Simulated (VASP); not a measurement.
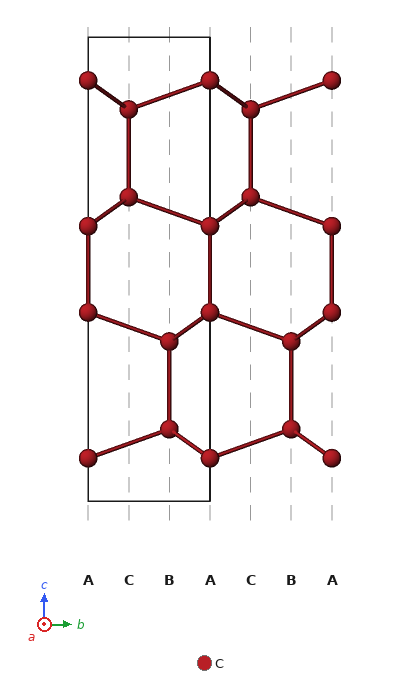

Projection along an edge of the hexagonal mesh, stacking direction c upwards. The dashed lines mark the three columns A (0, 0), B (1/3, 2/3) and C (2/3, 1/3). The sequence starts with the first layer at or above the cell's origin.

C (space group P6_3/mmc, No. 194). Coordinates: the end point of a relaxation with VASP Kohn-Sham DFT of a periodic cell, PBE, VASP PAW PBE potentials, materialsproject (VASP).

> List the layers of one repeat.

C(A) – C(B) – C(B) – C(A) – C(A) – C(C) – C(C) – C(A) (eight layers in 8.30 Å).
